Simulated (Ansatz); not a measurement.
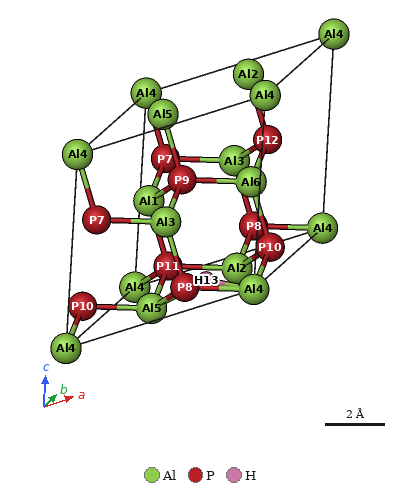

**Figure 1.** The structure (ball-and-stick view of the cell of the calculation, seen slightly off an axis; atoms are numbered from 1 in the order of the input).

## Al6P6H (charge +1): single-point calculation

Al6P6H (defect cell, 13 atoms in the cell, total charge +1), computed with DFT PBE, scalar-relativistic, plane waves, PAW, PAW set soft_1, no spin polarisation (Ansatz 0.2.0).

The structure derives from an entry of the Crystallography Open Database. Figures and captions count atoms from 1; the log counts them from 0 in places.

### The program's output
```
Engine: ansatz 0.2.0, aarch64-unknown-linux-gnu
Pseudopotentials: kind: paw
Pseudopotential: Al, paw, valence charge 3, recommended cutoff 420 eV (normal), [file]
Pseudopotential: P, paw, valence charge 5, recommended cutoff 420 eV (normal), [file]
Pseudopotential: H, paw, valence charge 1, recommended cutoff 420 eV (normal), [file]
Functional definition: PBE
  parameter kappa = 0.804
  parameter beta = 0.06672455060314922
  exchange = pbe_x(kappa = kappa, mu = beta*pi^2/3)
  correlation = pbe_c(beta = beta)
Crystal: 13 atoms, lattice volume = 250.451 Å³
Basis set: ecut = 420 eV, 4925 PW (Γ), exchange–correlation on 96×96×96 points (8 copies of the dense FFT grid, shifted against one another)
Bands: 37, of which v1, the nominal top of the filled ones, is band 24 counted from 1 (23 counted from 0)
Symmetry: 1 space group operations
Space group: P1 (ITA 1), of the structure as read, at distance tolerance 6.3e-5 Å
k-points: 36 of 64 (time reversal used)
Non-local potential: Al, projectors of the file, l = 0: 2, l = 1: 2, l = 2: 1
Non-local potential: P, projectors of the file, l = 0: 2, l = 1: 2, l = 2: 1
Non-local potential: H, projectors of the file, l = 0: 2, l = 1: 1
PAW form: soft (Blöchl's): semilocal exchange-correlation on the pseudo side does not see the compensation charge
PAW one-centre angular grid: Al, 110 points (default); XC on 64 Gauss nodes
PAW one-centre angular grid: P, 110 points (default); XC on 64 Gauss nodes
PAW one-centre angular grid: H, 110 points (default); XC on 64 Gauss nodes
Initial density: superposition of atomic densities (chi_scale 0.1, normalization cell, long waves kept (reshape's long-wave potential 0.01 eV rms))
Initial wavefunctions: pseudopotential atomic-orbital guess
Functional: x = pbe(κ = 0.804, μ = 0.2195149727645171), c = pbe(β = 0.06672455060314922)
SCF iter   1: F=—  HF=-7787.912480 eV  |F-HF|=—  |Δ(HF+E_count)|=         —  Δρ=4.59e-2  dr2=7.71e0  ethr=3.10e-3  ⟨swp⟩=8.3  Hψ=8011  notcnv=0  defer=71
preconditioner: auto → Resta (q_TF=auto, 2.072 Å⁻¹)  ε∞=4.5  [insulator: Δε(μ)=0.893 eV  Ē_g=8.676 eV  σ=0.050 eV  W_gap=1.00  n_scr=38 (ndim 8)  ℏωp=16.3 eV  f_vac=0.000  D(μ)=0.00/eV (n_scr^D=0)  ε∞_Penn≈4.5]
SCF iter   2: F=—  HF=-7786.213161 eV  |F-HF|=—  |Δ(HF+E_count)|=    1.70e0  Δρ=2.36e-2  dr2=1.67e0  ethr=3.10e-3  ⟨swp⟩=2.8  Hψ=2659  notcnv=0  defer=227
SCF iter   3: F=—  HF=-7785.880220 eV  |F-HF|=—  |Δ(HF+E_count)|=   3.33e-1  Δρ=4.91e-3  dr2=6.68e-2  ethr=3.10e-3  ⟨swp⟩=2.9  Hψ=2150  notcnv=0  defer=227
SCF iter   4: F=—  HF=-7785.894133 eV  |F-HF|=—  |Δ(HF+E_count)|=   1.39e-2  Δρ=9.11e-4  dr2=3.00e-3  ethr=1.39e-4  ⟨swp⟩=3.3  Hψ=2674  notcnv=0  defer=221
SCF iter   5: F=—  HF=-7785.897294 eV  |F-HF|=—  |Δ(HF+E_count)|=   3.16e-3  Δρ=3.34e-4  dr2=4.75e-4  ethr=6.24e-6  ⟨swp⟩=2.0  Hψ=1800  notcnv=0  defer=221
SCF iter   6: F=—  HF=-7785.897671 eV  |F-HF|=—  |Δ(HF+E_count)|=   3.76e-4  Δρ=9.68e-5  dr2=5.33e-5  ethr=9.90e-7  ⟨swp⟩=2.0  Hψ=1985  notcnv=0  defer=221
SCF iter   7: F=—  HF=-7785.897583 eV  |F-HF|=—  |Δ(HF+E_count)|=   8.73e-5  Δρ=2.61e-5  dr2=2.61e-6  ethr=1.11e-7  ⟨swp⟩=2.0  Hψ=1701  notcnv=0  defer=221
SCF iter   8: F=—  HF=-7785.897584 eV  |F-HF|=—  |Δ(HF+E_count)|=   7.83e-7  Δρ=5.41e-6  dr2=1.24e-7  ethr=5.43e-9  ⟨swp⟩=2.0  Hψ=1747  notcnv=0  defer=221
SCF iter   9: F=-7785.897584 eV  HF=-7785.897584 eV  |F-HF|=1.24e-8  |Δ(HF+E_count)|=   1.31e-7  Δρ=1.71e-6  dr2=1.53e-8  ethr=2.08e-10  ⟨swp⟩=22.2  Hψ=13177  notcnv=0
SCF 1 converged in 9 iterations: F = -7785.897584 eV  dr2 = 1.53e-8
  greatest PAW one-centre occupation: 0.780 electrons in one spin orbital (limit 2), on the P atom at site 7 (counted from 0), in its partial waves of l = 0
```

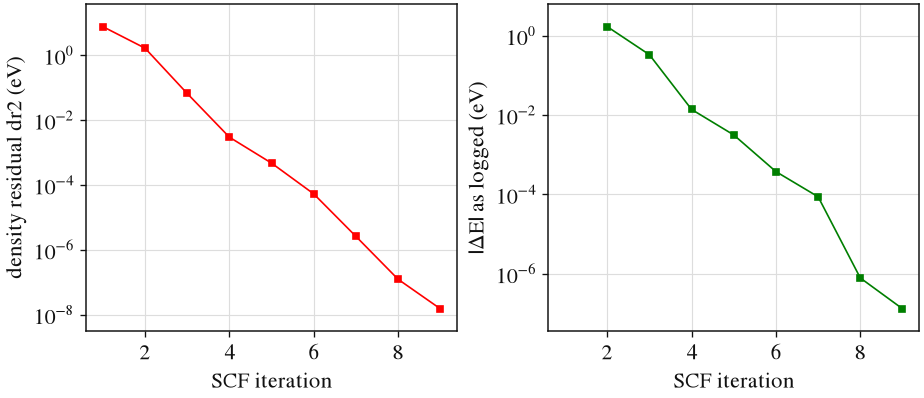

**Figure 2.** Convergence of the self-consistent field: density residual dr2 and size of the energy change against the SCF iteration. The residual falls at every step.

```
SCF converged after 9 iterations
Free energy (F): -7785.897584 eV
Harris-Foulkes:  -7785.897584 eV  (|F-HF|=1.24e-8)
Internal energy: -7785.895123 eV  (E = F + TS)
E sigma→0 (E₀):  -7785.896354 eV
Entropy (-TS):   -0.002461 eV (-0.189 meV/atom)
Fermi energy:    4.948736 eV
--- Per-component energies (eV) ---
  E_band       = 17.625943
  E_kinetic    = 547.993428
  E_local      = -476.727135  (includes V_loc(G=0)·N_el)
  E_nonlocal   = 252.581654
  E_hartree    = 150.101817
  E_xc         = -662.332035
  E_vxc        = -539.265168  (∫ρ·V_xc dr)
  E_paw        = -6165.610865  (= ΣΔE_a)
  E_vpaw       = -67.159893  (= ΣTr[D̂ρ^β])
  E_aug_tail   = -0.000689  (compensation charges beyond the density's cutoff)
  E_ewald      = -1431.901299
  E_smearing   = -0.002461  (= −TS)
  E_closure    = 0.000000  (closes the sum)
  E_deformation_potential = 11.919209  (in the stress; not in F)
  Σ components = -7785.897584   (vs F -7785.897584, Δ=0.00e0)
--- Forces (eV/Å), atoms counted from 1 ---
  atom   1  Al    -0.29267369     0.19989200    -0.30902322
  atom   2  Al     0.54904252    -0.57632942     0.27989905
  atom   3  Al    -0.39823570     0.39302229    -0.23047749
  atom   4  Al     0.26048836    -0.49438777     0.47283426
  atom   5  Al     0.69709014    -0.18449762     0.35977738
  atom   6  Al    -0.17337677     0.24796572    -0.25700623
  atom   7  P      0.09228744    -0.03909480     0.04291892
  atom   8  P     -0.54977565     0.39186923     0.55832313
  atom   9  P     -0.01191837    -0.04479773     0.00344370
  atom  10  P     -0.04586941     0.22829163    -0.11926820
  atom  11  P     -0.42158983    -0.20111700    -0.16600832
  atom  12  P      0.06730791    -0.04554131     0.05790017
  atom  13  H      0.22720882     0.12473871    -0.69332544
  max |Σ_I F_I| component: 1.42e-5 eV/Å
--- Stress (GPa, compression-positive) ---
        2.330492      -0.128893       0.276160
       -0.128889       1.873997      -0.396435
        0.276155      -0.396434       1.242484
  P = ⅓ Tr σ = 1.8157 GPa (18.157 kbar)
--- Band table (eV; the first three rows and the last of 36) ---
  k-point 0: bands = ["-6.7461", "-5.0006", "-4.8140", "-4.6698", "-4.1341", "-4.1302", "-1.0499", "-0.3954", "-0.2866", "-0.1985", "0.2143", "0.4228", "1.3665", "1.9020", "1.9820", "2.9406", "2.9748", "3.3699", "3.4436", "3.9072", "3.9621", "4.7983", "4.9379", "4.9509", "6.1950", "7.6005", "7.7653", "7.9660", "8.2673", "8.9529", "8.9767", "9.0871", "9.2341", "9.5361", "9.7981", "9.8086", "9.8317"]
  k-point 1: bands = ["-6.6219", "-5.2520", "-4.8519", "-4.6775", "-4.1346", "-4.1276", "-1.0127", "-0.2741", "-0.1608", "0.1806", "0.2138", "0.4258", "1.3918", "1.9096", "1.9308", "2.9738", "3.0450", "3.3152", "3.3908", "3.6396", "3.9530", "4.0110", "4.8340", "4.8407", "6.2256", "7.6811", "7.9110", "8.1485", "8.5984", "8.6404", "8.8051", "9.2672", "9.4295", "9.8943", "10.0092", "10.0179", "10.1800"]
  k-point 2: bands = ["-6.4401", "-5.5716", "-4.8607", "-4.6800", "-4.1350", "-4.1248", "-1.0254", "-0.2651", "-0.1013", "0.1977", "0.3891", "1.4024", "1.6150", "1.8750", "1.8929", "1.9093", "3.1118", "3.1289", "3.2221", "3.2986", "4.0090", "4.0739", "4.7208", "4.7247", "6.2376", "7.8840", "8.1977", "8.2100", "8.2517", "8.3729", "8.6769", "9.4473", "9.5870", "10.2703", "10.2767", "10.6924", "10.7145"]
  k-point 35: bands = ["-5.9833", "-5.6075", "-5.0576", "-4.7787", "-4.7392", "-4.1619", "-1.3459", "-0.2170", "0.1282", "0.5160", "1.0863", "1.2472", "2.0949", "2.2215", "2.4684", "2.7100", "2.9376", "3.0786", "3.6162", "3.7233", "3.7258", "3.7853", "4.1139", "4.1491", "5.1243", "6.8933", "7.6306", "7.7380", "8.1977", "8.4348", "8.6857", "8.9759", "9.4523", "9.5792", "9.7115", "9.7237", "9.7877"]
```

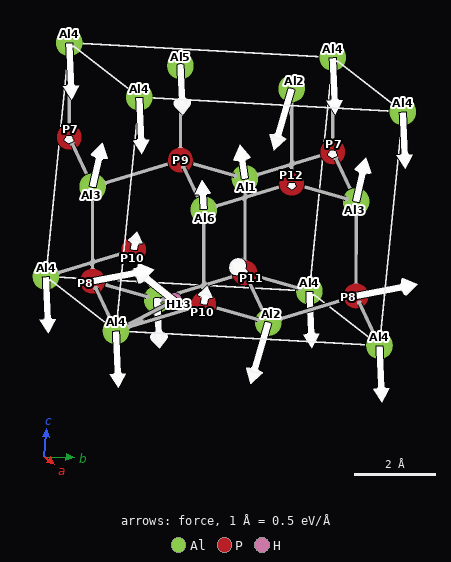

**Figure 3.** Forces on the atoms as white arrows (ball-and-stick view of the cell of the calculation, seen slightly off an axis; atoms are numbered from 1 in the order of the input); the smallest are left out. The largest act on P8 (0.88 eV/Å); Al2 (0.84 eV/Å); Al5 (0.81 eV/Å); H13 (0.74 eV/Å), among others. The geometry is not a stationary point of this energy.

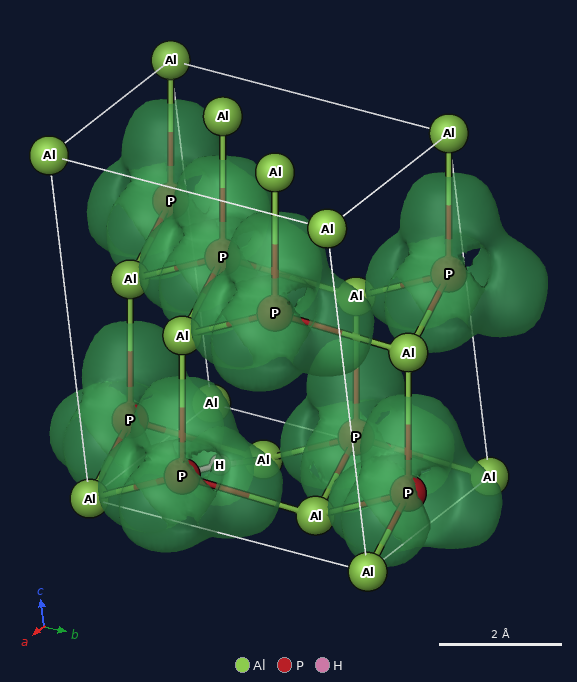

**Figure 4.** Isosurface of the ELF at 0.75 (green), seen slightly off an axis. Core shells and regions of very low density are left out. Sticks mark near contacts. The outline is the calculation cell. Al–P (2.38 Å): the ELF peaks at about 0.95 between the atoms, which marks a shared electron pair. In a PAW calculation such maps are meaningful between the atoms, not at the nuclei.

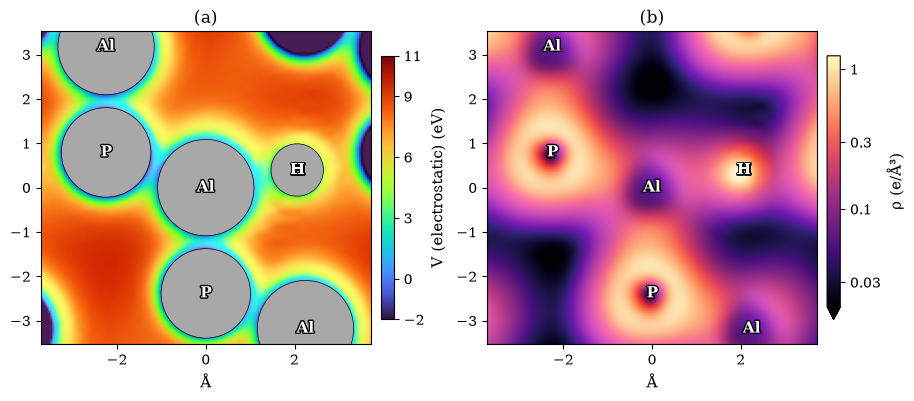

**Figure 5.** (a) electrostatic potential (local pseudopotential plus Hartree) felt by an electron; (b) valence electron density on the (010) plane of the calculation cell. Grey discs, where drawn, cover atomic cores. Al–H (2.10 Å): ρ is about 0.21 e/Å³ halfway. Al–P (2.38 Å): ρ is about 0.5 e/Å³ halfway. Away from the nuclei the density in this plane falls to 0.02 e/Å³ at its lowest. Outside the cores the potential energy rises away from the atoms and is highest about 2.3 Å from the nearest atoms; outside the discs it spans about 11 eV, and its zero is arbitrary.

The run was set up as follows.

### The input
```yaml
crystal:
  lattice:
    - [-5.5065207324, -2.7532603662, 2.7532603662]
    - [-2.7532603662, 2.7532603662, 5.5065207324]
    - [-5.5065207324, 2.7532603662, -2.7532603662]
  atoms:
    - { symbol: Al, position: [0.1666666667, 0.6666666667, 0.5] }
    - { symbol: Al, position: [0.6666666667, 0.6666666667, 0.0] }
    - { symbol: Al, position: [0.5, 0.0, 0.5] }
    - { symbol: Al, position: [0.0, 0.0, 0.0] }
    - { symbol: Al, position: [0.3333333333, 0.3333333333, 0.0] }
    - { symbol: Al, position: [0.8333333333, 0.3333333333, 0.5] }
    - { symbol: P, position: [0.125, 1.0, 0.625] }
    - { symbol: P, position: [0.625, 1.0, 0.125] }
    - { symbol: P, position: [0.4583333333, 0.3333333333, 0.625] }
    - { symbol: P, position: [0.9583333333, 0.3333333333, 0.125] }
    - { symbol: P, position: [0.2916666667, 0.6666666667, 0.125] }
    - { symbol: P, position: [0.7916666667, 0.6666666667, 0.625] }
    - { symbol: H, position: [0.627338877, 0.3147873151, 0.0625103124] }
total_charge: 1
basis:
  ecutwfc: 420
kpoints:
  mp_grid: { grid: [4, 4, 4] }
hamiltonian:
  xc: pbe
  pseudopotentials: { kind: paw, azcp: { folder: soft_1 } }
scf:
  occupations: { method: gaussian, width: 0.05 }
output:
  forces: true
  stress: true
  eigenvalues: true
  write_density: true
  write_potential: true
  elf: true
  volumetric_format: npy
```

Command:
```bash
ansatz run input.yaml --threads 4 --pin off --max-ram 8192MiB --backend cpu --events-out ev --progress --plain --runs-dir out
```

### Results in brief

| quantity | value |
| --- | --- |
| outcome | converged |
| electrons treated | 48 |
| free energy | −7785.8976 eV |
| Fermi energy | 4.949 eV |
| gap on the k-point mesh | none (metallic) |
| pressure | 1.82 GPa |
| largest force (length of the vector) | 0.876 eV/Å |
| hardware | 4 threads of Arm Neoverse N1, 98 GiB of memory available, shared host |
| wall time | 18 s (CPU time 69 s) |
| peak memory | 0.66 GiB |
